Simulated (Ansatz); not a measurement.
# Titanium, hcp under LDA: structure, energy and stiffness

The plan for titanium in the hcp structure: relax it, solve it on a dense k-mesh, switch on spin-orbit coupling, then scale the cell to 7 volumes from 88 to 112 % of the relaxed one and try a fit of the equation of state. The start is ferromagnetic. The k-meshes are 12×12×7 for the relaxation; 21×21×12 for the dense run; 13×13×7 for spin-orbit coupling; 21×21×12 for the volumes. It starts from a deposited cell (COD).

Computed with Ansatz 0.2.0 (DFT LDA (PW92), plane waves (420 eV) with PAW, scalar-relativistic; PAW files made under PBE, frozen cores solved again for the functional, unless a step says otherwise).

## Step 1: The structure to begin with

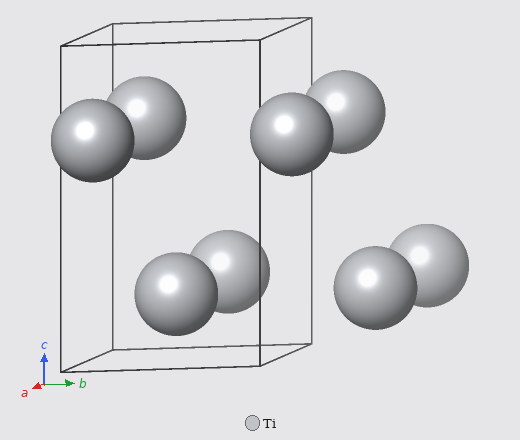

The structure, seen slightly off an axis (titanium light grey). 2×2×1 cells are drawn. Any atoms on the faces are drawn again on the opposite ones.

Structure file:

```
CELL_PARAMETERS angstrom
2.95000 0.00000 0.00000
-1.47500 2.55477 0.00000
0.00000 0.00000 4.68600
ATOMIC_POSITIONS crystal
Ti 0.33333 0.66667 0.25000
Ti 0.66667 0.33333 0.75000
```

Starting moments (μB): +1 ×2.

## Step 2: Relaxing cell and atoms

The input, input.yaml:

```yaml
crystal:
  lattice:
    - [2.9499978604, 0.0, 0.0]
    - [-1.4749989302, 2.5547730882, 0.0]
    - [0.0, 0.0, 4.686]
  atoms:
    - { symbol: Ti, position: [0.3333333333, 0.6666666667, 0.25], spin: 1.0 }
    - { symbol: Ti, position: [0.6666666667, 0.3333333333, 0.75], spin: 1.0 }
hamiltonian:
  xc: lda
  pseudopotentials:
    kind: paw
    azcp:
      Ti: "pseudopotentials/Ti.paw.azcp"
basis:
  ecutwfc: 420
  fft_grid_basis: typed
kpoints:
  mp_grid: { grid: [12, 12, 7], shift: [0, 0, 0] }
magnetization:
  spin_polarized: true
scf:
  occupations: { method: fermi_dirac, width: 0.05 }
relax:
  max_steps: 60
  f_tol: 0.01
  cell: {}
```

The log of the run:

```text
Warning: <dir> the record states the generating functional pbe (its physics header spells it `PBE`), which answers neither for hamiltonian.xc's functional nor for the lda family's — results may be inconsistent (PPs are generated against a specific XC)
Warning: RAYON_NUM_THREADS=4 ignored (pool sized by the plan → 4); use --threads N
Engine: ansatz 0.2.0, aarch64-unknown-linux-gnu
Pseudopotentials: kind: paw
Pseudopotential: Ti, paw, valence charge 12, recommended cutoff 420 eV (normal), <dir>
Functional definition: SPW92
  exchange = slater_x
  correlation = pw_c
Crystal: 2 atoms, lattice volume = 35.316 Å³
Basis set: ecut = 420 eV, 687 PW (Γ)
Bands: 17, of which v1, the nominal top of the filled ones, is band 12 counted from 1 (11 counted from 0)
Symmetry: 24 space group operations
Space group: P63/mmc (ITA 194), of the structure as read, at distance tolerance 3.3e-5 Å
Magnetic group: BNS 194.263 (UNI 1493), of the structure as read, at distance tolerance 3.3e-5 Å
k-points: 76 of 1008
Non-local potential: Ti, projectors of the file, l = 0: 3, l = 1: 2, l = 2: 3, l = 3: 1
PAW form: soft (Blöchl's): semilocal exchange-correlation on the pseudo side does not see the compensation charge
PAW frozen core: Ti, regenerated for the run's functional, and the local potential with it (the file was generated under x = pbe(κ = 0.804, μ = 0.2195149727645171), c = pbe(β = 0.06672455060314922))
PAW one-centre angular grid: Ti, 590 points (default); XC on 64 Gauss nodes
Initial density: superposition of atomic densities (chi_scale 0.1, normalization cell)
Starting moments: Σ|m| = 2 μB on 2 of 2 sites
Initial wavefunctions: pseudopotential atomic-orbital guess
Functional: x = slater, c = lda
SCF iter   1: F=—  HF=-4900.663601 eV  |F-HF|=—  |Δ(HF+E_count)|=         —  Δρ=5.89e-2 (↑5.89e-2 ↓1.64e-2)  dr2=1.24e0  dr2_m=3.38e-1  M=1.011 μB ∫|m|=1.011 μB  β_m=0.30  ethr=3.10e-3  ⟨swp⟩=4.3  Hψ=10798  notcnv=0
Mixer restart at iter 1: flushing history
preconditioner: auto → none  [metal: Δε(μ)=0.022 eV  Ē_g=3.719 eV  σ=0.050 eV  W_gap=0.11  n_scr=8 (ndim 8)  ℏωp=17.7 eV  f_vac=0.000  D(μ)=3.19/eV (n_scr^D=36)  sad-step TF]
SCF iter   2: F=—  HF=-4900.281558 eV  |F-HF|=—  |Δ(HF+E_count)|=   3.82e-1  Δρ=4.06e-2 (↑4.06e-2 ↓1.53e-2)  dr2=4.83e-1  dr2_m=2.05e-1  M=0.881 μB ∫|m|=0.881 μB  β_m=0.60  ethr=3.10e-3  ⟨swp⟩=2.0  Hψ=4454  notcnv=0  defer=27
SCF iter   3: F=—  HF=-4900.398458 eV  |F-HF|=—  |Δ(HF+E_count)|=   1.17e-1  Δρ=1.09e-2 (↑1.09e-2 ↓9.52e-3)  dr2=4.47e-3  dr2_m=3.28e-2  M=0.455 μB ∫|m|=0.455 μB  β_m=0.79  ethr=2.01e-3  ⟨swp⟩=2.2  Hψ=4060  notcnv=0  defer=27
SCF iter   4: F=—  HF=-4900.506338 eV  |F-HF|=—  |Δ(HF+E_count)|=         —  Δρ=5.94e-3 (↑5.94e-3 ↓4.25e-3)  dr2=1.65e-3  dr2_m=8.19e-3  M=0.050 μB ∫|m|=0.050 μB  β_m=0.79  ethr=1.86e-5  ⟨swp⟩=2.7  Hψ=5280  notcnv=0  defer=17
Mixer restart at iter 4: flushing history
SCF iter   5: F=—  HF=-4900.507774 eV  |F-HF|=—  |Δ(HF+E_count)|=   1.44e-3  Δρ=2.65e-3 (↑1.18e-3 ↓2.65e-3)  dr2=1.47e-3  dr2_m=9.65e-4  M=0.019 μB ∫|m|=0.019 μB  β_m=0.87  ethr=6.86e-6  ⟨swp⟩=2.0  Hψ=5164  notcnv=0  defer=15
SCF iter   6: F=—  HF=-4900.507514 eV  |F-HF|=—  |Δ(HF+E_count)|=   2.60e-4  Δρ=1.70e-3 (↑1.70e-3 ↓9.51e-4)  dr2=2.06e-3  dr2_m=9.05e-5  M=0.006 μB ∫|m|=0.006 μB  β_m=0.73  ethr=6.13e-6  ⟨swp⟩=2.0  Hψ=5163  notcnv=0  defer=14
SCF iter   7: F=—  HF=-4900.507088 eV  |F-HF|=—  |Δ(HF+E_count)|=   4.26e-4  Δρ=4.36e-5 (↑2.86e-5 ↓4.36e-5)  dr2=8.65e-8  dr2_m=3.97e-7  M=0.001 μB ∫|m|=0.001 μB  β_m=0.75  ethr=6.13e-6  ⟨swp⟩=2.1  Hψ=4981  notcnv=0  defer=12
SCF iter   8: F=—  HF=-4900.507088 eV  |F-HF|=—  |Δ(HF+E_count)|=   1.96e-7  Δρ=1.35e-5 (↑1.35e-5 ↓1.02e-5)  dr2=1.36e-8  dr2_m=4.09e-8  M=0.000 μB ∫|m|=0.000 μB  β_m=0.84  ethr=3.61e-10  ⟨swp⟩=2.1  Hψ=4528  notcnv=0  defer=12
SCF iter   9: F=—  HF=-4900.507088 eV  |F-HF|=—  |Δ(HF+E_count)|=   8.12e-8  Δρ=1.70e-6 (↑1.46e-6 ↓1.70e-6)  dr2=1.54e-9  dr2_m=4.22e-10  M=0.000 μB ∫|m|=0.000 μB  β_m=0.87  ethr=5.67e-11  ⟨swp⟩=2.0  Hψ=4328  notcnv=0  defer=12
SCF iter  10: F=—  HF=-4900.507088 eV  |F-HF|=—  |Δ(HF+E_count)|=  8.89e-10  Δρ=3.03e-7 (↑3.03e-7 ↓2.15e-7)  dr2=4.29e-11  dr2_m=6.71e-12  M=-0.000 μB ∫|m|=0.000 μB  β_m=0.93  ethr=6.43e-12  ⟨swp⟩=3.0  Hψ=4718  notcnv=0  defer=12
SCF iter  11: F=-4900.507088 eV  HF=-4900.507088 eV  |F-HF|=2.73e-12  |Δ(HF+E_count)|=  1.73e-11  Δρ=3.52e-8 (↑3.11e-8 ↓3.52e-8)  dr2=1.06e-12  dr2_m=4.13e-14  M=0.000 μB ∫|m|=0.000 μB  ethr=1.00e-12  ⟨swp⟩=1.0  Hψ=5911  notcnv=0
WARN: the starting moments were not kept: the SCF closed with an absolute magnetisation of 2.9e-7 μB, where they sum to 2 μB in size (2 sites). That is at most 0.1 of that sum. Measured as dr2_m measures the in/out step, that magnetisation stands 1.1e-14 eV from none, at or under the dr2_threshold of 1.0e-7 eV: it is no larger than a step whose dr2_m would equal this threshold. The system may hold no moment; this SCF shows only that its start led to no more than that. To try another start: raise the starting moments (crystal.atoms[].spin, magnetization.per_species, magnetization.initial_magnetization, or on a non-collinear deck that types none of these the spinor_matrix: blocks that start its atoms; where the total moment is fixed, keep their sum and leave initial_magnetization as it is; typed ones take the place of any that the run laid by itself, positive ones on a crystal's lanthanoids without a Hubbard term where scf.initial_density.shell_occupations: [] is typed) or, if the notice of its spin-set hold's release reads "site moments contracting" or "site moments show no strong build", lengthen the hold (scf.mixing.spin_hold: { on: { confirm: 4 } }; for m-r²SCAN on two components see the key's manual first). Each may lead to a state that holds a moment. A second SCF, from the converged charge density, with the starting moments and any scf.initial_density.shell_occupations laid on it anew, would have followed, and was not run: the deck does not ask for one (magnetization.retry_lost_moments is false, the default). To let it run, set magnetization.retry_lost_moments: true and run the deck again, where that key's refused combinations let it; where memory then withholds it, that run's warning says so.
SCF 1 converged in 11 iterations: F = -4900.507088 eV  dr2 = 1.06e-12
relax step   1: F+E_penalty+E_count = -4900.50708793 eV  Δ(F+E_penalty+E_count) = +0.000e0 eV  max|allowed force component| = 1.480e-16 eV/Å  Δτ_max = 0.0000 Å  P = -9.894 GPa  Ω = 35.316 Å³  (11 SCF iters, dr2 threshold 1.00e-7 eV, accepted)
[... from here on, the SCF cycles and remarks between the steps are left out ...]
relax step   2: F+E_penalty+E_count = -4900.56752408 eV  Δ(F+E_penalty+E_count) = -6.044e-2 eV  max|allowed force component| = 3.516e-16 eV/Å  Δτ_max = 0.0000 Å  P = +7.966 GPa  Ω = 30.442 Å³  energy of the carried Pulay correction = +1.103e-3 eV  (9 SCF iters, dr2 threshold 2.00e-7 eV, accepted)
relax step   3: F+E_penalty+E_count = -4900.60919823 eV  Δ(F+E_penalty+E_count) = -4.167e-2 eV  max|allowed force component| = 7.401e-17 eV/Å  Δτ_max = 0.0000 Å  P = -0.812 GPa  Ω = 32.440 Å³  energy of the carried Pulay correction = +6.313e-4 eV  (9 SCF iters, dr2 threshold 2.00e-7 eV, accepted)
relax step   4: F+E_penalty+E_count = -4900.60978458 eV  Δ(F+E_penalty+E_count) = -5.863e-4 eV  max|allowed force component| = 2.035e-16 eV/Å  Δτ_max = 0.0000 Å  P = -0.056 GPa  Ω = 32.246 Å³  energy of the carried Pulay correction = +6.758e-4 eV  (6 SCF iters, dr2 threshold 2.00e-7 eV, accepted)
relax step   5: F+E_penalty+E_count = -4900.60979479 eV  Δ(F+E_penalty+E_count) = -1.021e-5 eV  max|allowed force component| = 1.573e-16 eV/Å  Δτ_max = 0.0000 Å  P = +0.004 GPa  Ω = 32.231 Å³  energy of the carried Pulay correction = +6.791e-4 eV  (5 SCF iters, dr2 threshold 3.69e-8 eV, accepted)
relax step   6: F+E_penalty+E_count = -4900.60944019 eV  Δ(F+E_penalty+E_count) = +3.546e-4 eV  max|allowed force component| = 7.401e-17 eV/Å  Δτ_max = 0.0000 Å  P = -0.022 GPa  Ω = 32.231 Å³  stress off target by 5.08e-2 GPa  SCF on the basis re-selected at this cell (its energy is not comparable with the rows above)  (7 SCF iters)
relax step   7: F+E_penalty+E_count = -4900.60944265 eV  Δ(F+E_penalty+E_count) = -2.465e-6 eV  max|allowed force component| = 1.203e-16 eV/Å  Δτ_max = 0.0000 Å  P = -0.001 GPa  Ω = 32.226 Å³  energy of the carried Pulay correction = +9.661e-7 eV  (6 SCF iters, dr2 threshold 6.45e-9 eV, accepted)
relax step   8: F+E_penalty+E_count = -4900.60944170 eV  Δ(F+E_penalty+E_count) = +9.495e-7 eV  max|allowed force component| = 1.388e-16 eV/Å  Δτ_max = 0.0000 Å  P = -0.001 GPa  Ω = 32.226 Å³  stress off target by 1.83e-3 GPa  SCF on the basis re-selected at this cell (its energy is not comparable with the rows above)  (3 SCF iters)
basis re-selected at this cell: Δ(F+E_penalty+E_count) = +9.495e-7 eV, ΔP = -0.000 GPa vs the last step (what re-selecting the basis moved, of the pressure what is left beyond the Pulay correction that the steps carried, after the strain that the cell walked since its last selection, with what the two solves' SCF thresholds leave and, on support functions, any second-order correction that the steps lacked; it is no measure of the basis error at this ecutwfc). This SCF's stress stands 1.83e-3 GPa from its target on what of the cell is left free (relax.cell.stress_tol is 5.00e-2 GPa) and its largest allowed force component is 1.39e-16 eV/Å (relax.f_tol is 1.00e-2 eV/Å): within both
SCF converged after 3 iterations
Magnetization: 0.0000 μB (12.0000 up, 12.0000 down)
Absolute magnetization: 0.0000 μB (∫|ρ↑−ρ↓|, with the PAW one-centre terms)
Spin contamination: 0.0000 ħ² per cell (⟨S²⟩ above its minimum at these occupations)
Per-site moments (μB) at R_I (Å): [(6.769831054291368e-8, 1.1582730118087743), (6.769831046697628e-8, 1.1582730118087743)]
Free energy (F): -4900.609442 eV
Harris-Foulkes:  -4900.609442 eV  (|F-HF|=1.82e-12)
Internal energy: -4900.590470 eV  (E = F + TS)
E sigma→0 (E₀):  -4900.599956 eV
Entropy (-TS):   -0.018972 eV (-9.486 meV/atom)
Fermi energy:    14.280583 eV
--- Per-component energies (eV) ---
  E_band       = -286.032592
  E_kinetic    = 548.246075
  E_local      = -1550.762754  (includes V_loc(G=0)·N_el)
  E_nonlocal   = 24.448494
  E_hartree    = 640.431141
  E_xc         = -194.331027
  E_vxc        = -244.601428  (∫ρ·V_xc dr)
  E_paw        = -1998.521273  (= ΣΔE_a)
  E_vpaw       = -344.225464  (= ΣTr[D̂ρ^β])
  E_aug_tail   = 0.000205  (compensation charges beyond the density's cutoff)
  E_ewald      = -2370.753232
  E_core_change = 0.651901  (= ΣΔE_core)
  E_smearing   = -0.018972  (= −TS)
  E_closure    = -0.000000  (closes the sum)
  Σ components = -4900.609442   (vs F -4900.609442, Δ=0.00e0)
--- Forces (eV/Å), atoms counted from 1 ---
  atom   1  Ti     0.00000000    -0.00000000     0.00000000
  atom   2  Ti     0.00000000     0.00000000    -0.00000000
  max |Σ_I F_I| component: 7.40e-17 eV/Å
--- Stress (GPa, compression-positive) ---
       -0.000451      -0.000000       0.000000
        0.000000      -0.000451       0.000000
        0.000000       0.000000      -0.001826
  P = ⅓ Tr σ = -0.0009 GPa (-0.009 kbar)
--- Relaxed structure (6 steps of the walk, 6 accepted, 2 SCFs on fresh bases) ---
  F+E_penalty+E_count = -4900.60944170 eV   max|allowed force component| = 1.388e-16 eV/Å   (the final SCF, on the basis selected at the relaxed cell)
  cell:  # Å, volume = 32.2263 Å³
    - [2.863041437520988, 4.509608664872577e-37, 0.0]
    - [-1.431520718760494, 2.4794666169806927, 0.0]
    - [0.0, 0.0, 4.539674502870717]
  atoms:
    - { symbol: Ti, position: [0.3333333333333333, 0.6666666666666666, 0.25000000000000006] }
    - { symbol: Ti, position: [0.6666666666666666, 0.3333333333333333, 0.75] }
```

Wall time 12 s (4 threads of an Arm CPU, shared host); peak memory 0.36 GiB.

Relaxation path:

```
step  energy change (meV/atom)  largest force (eV/Å)  pressure (GPa)  volume (Å³/atom)
   1                      0.00                0.0000           -9.89            17.658
   2                    -30.22                0.0000            7.97            15.221
   3                    -51.06                0.0000           -0.81            16.220
   4                    -51.35                0.0000           -0.06            16.123
   5                    -51.35                0.0000            0.00            16.116
   6                    -51.18                0.0000           -0.02            16.116
   7                    -51.18                0.0000            0.00            16.113
   8                    -51.18                0.0000            0.00            16.113
```

Steps that repeat a cell are solved on a basis chosen anew, so their changes of energy are no gain of the relaxation.

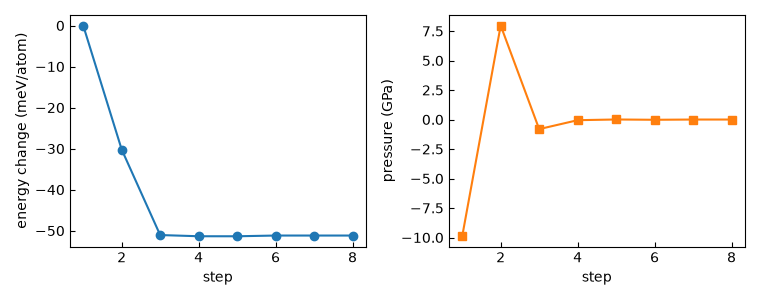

Energy and pressure over the accepted steps.

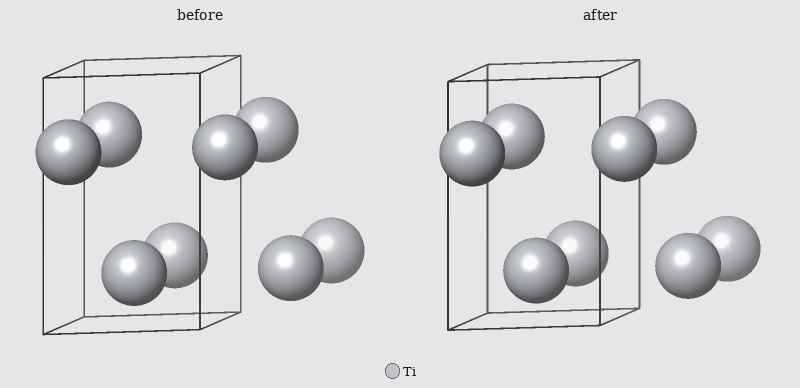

The structure before (left) and after (right), drawn at the same scale. The cells drawn are those of the first picture.

The cell of the run, before and after:

|  | before | after | change |
| --- | --- | --- | --- |
| a (Å) | 2.950 | 2.863 | -2.9 % |
| b (Å) | 2.950 | 2.863 | -2.9 % |
| c (Å) | 4.686 | 4.540 | -3.1 % |
| volume (Å³/atom) | 17.658 | 16.113 | -8.7 % |
| shortest distance (Å) | 2.897 | 2.808 | -3.1 % |
| space group (spins left aside) | P6_3/mmc | P6_3/mmc | same |

## Step 3: Single point on a dense mesh

The input, input.yaml:

```yaml
crystal:
  lattice:
    - [2.8630414375, 0.0, 0.0]
    - [-1.4315207188, 2.479466617, 0.0]
    - [0.0, 0.0, 4.5396745029]
  atoms:
    - { symbol: Ti, position: [0.3333333333, 0.6666666667, 0.25], spin: 1.0 }
    - { symbol: Ti, position: [0.6666666667, 0.3333333333, 0.75], spin: 1.0 }
hamiltonian:
  xc: lda
  pseudopotentials:
    kind: paw
    azcp:
      Ti: "pseudopotentials/Ti.paw.azcp"
basis:
  ecutwfc: 420
  fft_grid_basis: typed
kpoints:
  mp_grid: { grid: [21, 21, 12], shift: [0, 0, 0] }
magnetization:
  spin_polarized: true
scf:
  occupations: { method: fermi_dirac, width: 0.05 }
```

The log of the run (excerpt; [...] marks lines left out):

```text
Warning: <dir> the record states the generating functional pbe (its physics header spells it `PBE`), which answers neither for hamiltonian.xc's functional nor for the lda family's — results may be inconsistent (PPs are generated against a specific XC)
Warning: RAYON_NUM_THREADS=4 ignored (pool sized by the plan → 4); use --threads N
[...]
[... 3 set-up lines as earlier in the session ...]
[...]
Crystal: 2 atoms, lattice volume = 32.226 Å³
Basis set: ecut = 420 eV, 615 PW (Γ)
Bands: 17, of which v1, the nominal top of the filled ones, is band 12 counted from 1 (11 counted from 0)
[... 1 set-up line as earlier in the session ...]
Space group: P63/mmc (ITA 194), of the structure as read, at distance tolerance 3.2e-5 Å
Magnetic group: BNS 194.263 (UNI 1493), of the structure as read, at distance tolerance 3.2e-5 Å
k-points: 336 of 5292
[...]
Starting moments: Σ|m| = 2 μB on 2 of 2 sites
[...]
SCF iter   1: F=—  HF=-4901.411683 eV  |F-HF|=—  |Δ(HF+E_count)|=         —  Δρ=8.06e-2 (↑8.06e-2 ↓3.48e-2)  dr2=1.27e0  dr2_m=8.51e-1  M=0.143 μB ∫|m|=0.144 μB  β_m=0.30  ethr=3.10e-3  ⟨swp⟩=4.3  Hψ=47806  notcnv=0
[...]
SCF iter   9: F=-4900.611264 eV  HF=-4900.611264 eV  |F-HF|=3.64e-12  |Δ(HF+E_count)|=  8.00e-11  Δρ=9.11e-8 (↑7.16e-8 ↓9.11e-8)  dr2=9.20e-13  dr2_m=1.73e-12  M=0.000 μB ∫|m|=0.000 μB  ethr=1.00e-12  ⟨swp⟩=1.2  Hψ=29013  notcnv=0
[...]
WARN: the starting moments were not kept: the SCF closed with an absolute magnetisation of 1.1e-6 μB, where they sum to 2 μB in size (2 sites). That is at most 0.1 of that sum. Measured as dr2_m measures the in/out step, that magnetisation stands 1.5e-13 eV from none, at or under the [...]
SCF converged after 9 iterations
Magnetization: 0.0000 μB (12.0000 up, 12.0000 down)
Absolute magnetization: 0.0000 μB (∫|ρ↑−ρ↓|, with the PAW one-centre terms)
Spin contamination: 0.0000 ħ² per cell (⟨S²⟩ above its minimum at these occupations)
Per-site moments (μB) at R_I (Å): [(1.1767955154438231e-7, 1.1582730118137476), (1.1767955146860075e-7, 1.1582730118137476)]
Free energy (F): -4900.611264 eV
[...]
E sigma→0 (E₀):  -4900.602919 eV
Entropy (-TS):   -0.016691 eV (-8.345 meV/atom)
Fermi energy:    14.283552 eV
[...]
```

Wall time 6.3 s (4 threads of an Arm CPU, shared host); peak memory 0.55 GiB.

## Step 4: A two-component run at the same geometry

The input, input.yaml:

```yaml
crystal:
  lattice:
    - [2.8630414375, 0.0, 0.0]
    - [-1.4315207188, 2.479466617, 0.0]
    - [0.0, 0.0, 4.5396745029]
  atoms:
    - { symbol: Ti, position: [0.3333333333, 0.6666666667, 0.25], spin: 1.0, spin_axis: [0, 0, 1] }
    - { symbol: Ti, position: [0.6666666667, 0.3333333333, 0.75], spin: 1.0, spin_axis: [0, 0, 1] }
hamiltonian:
  xc: lda
  pseudopotentials:
    kind: paw_fr
    azcp:
      Ti: "pseudopotentials/Ti.paw.azcp"
basis:
  ecutwfc: 420
  fft_grid_basis: typed
kpoints:
  mp_grid: { grid: [13, 13, 7], shift: [0, 0, 0] }
magnetization:
  noncollinear: true
  spin_orbit: true
scf:
  occupations: { method: fermi_dirac, width: 0.05 }
```

The log of the run (excerpt; [...] marks lines left out):

```text
Warning: <dir> the record states the generating functional pbe (its physics header spells it `PBE`), which answers neither for hamiltonian.xc's functional nor for the lda family's — results may be inconsistent (PPs are generated against a specific XC)
Warning: RAYON_NUM_THREADS=4 ignored (pool sized by the plan → 4); use --threads N
[...]
Pseudopotentials: kind: paw_fr
Pseudopotential: Ti, paw_fr, valence charge 12, recommended cutoff 420 eV (normal), <dir>
[... 1 set-up line as earlier in the session ...]
[...]
Crystal: 2 atoms, lattice volume = 32.226 Å³
Basis set: ecut = 420 eV, 615 PW (Γ)
Bands: 32, of which v1, the nominal top of the filled ones, is band 24 counted from 1 (23 counted from 0)
Symmetry: 12 space group operations + 12 with time reversal
Magnetic group: BNS 194.270 (UNI 1500), of the structure as read, at distance tolerance 3.2e-5 Å
k-points: 84 of 1183 (time reversal used)
Projection manifold: j_resolved (fully-relativistic pseudo-atomic orbitals)
[...]
Starting moments: Σ|m| = 2 μB on 2 of 2 sites
[...]
SCF iter   1: F=—  HF=-4900.820374 eV  |F-HF|=—  |Δ(HF+E_count)|=         —  Δρ=1.11e-1  dr2=1.07e0  dr2_m=9.13e-1  ethr=3.10e-3  |M|=5.30e-1 ∫|m|=5.30e-1 μB  |m|>n=0.0e0 m-floor=0.0e0 τ_xc=0.0e0  β_m=0.30  ⟨swp⟩=5.8  Hψ=13046  notcnv=0
[...]
spin-set hold released at iteration 7 (site moments contracting): the magnetisation degrees of freedom join the quasi-Newton model from the next iteration; the mixer history was flushed
[...]
SCF iter  14: F=-4900.740361 eV  HF=-4900.740361 eV  |F-HF|=1.00e-11  |Δ(HF+E_count)|=  7.39e-10  Δρ=4.12e-7  dr2=3.63e-12  dr2_m=1.26e-11  ethr=5.41e-12  |M|=1.65e-6 ∫|m|=2.88e-6 μB  |m|>n=0.0e0 m-floor=0.0e0 τ_xc=3.5e-30  ⟨swp⟩=2.2  Hψ=5063  notcnv=0
WARN: the starting moments were not kept: the SCF closed with an absolute magnetisation of 2.8e-6 μB, where they sum to 2 μB in size (2 sites). That is at most 0.1 of that sum. Measured as dr2_m measures the in/out step, that magnetisation stands 8.8e-13 eV from none, at or under the [...]
SCF converged after 14 iterations
Magnetization: |M| = 0.0000 μB,  M = (+0.0000, -0.0000, +0.0000) μB
Absolute magnetization: 0.0000 μB (∫|m|, with the PAW one-centre terms)
  site 0: m = (+0.0000, -0.0000, +0.0000) μB, |m| = 0.0000 μB  (R = 1.16 Å)
  site 1: m = (-0.0000, +0.0000, +0.0000) μB, |m| = 0.0000 μB  (R = 1.16 Å)
Free energy (F): -4900.740361 eV
[...]
E sigma→0 (E₀):  -4900.731210 eV
Entropy (-TS):   -0.018302 eV (-9.151 meV/atom)
Fermi energy:    14.288205 eV
[...]
```

Wall time 10 s (4 threads of an Arm CPU, shared host); peak memory 0.5 GiB.

With and without spin-orbit coupling:

```
                          scalar-relativistic      with spin-orbit coupling
         k-mesh                      21×21×12                       13×13×7
gap on the mesh  none (levels filled in part)  none (levels filled in part)
 magnetic state                  non-magnetic                  non-magnetic
```

The meshes differ, so small differences between the columns need not come from spin-orbit coupling.

[end of part 1 of 2]
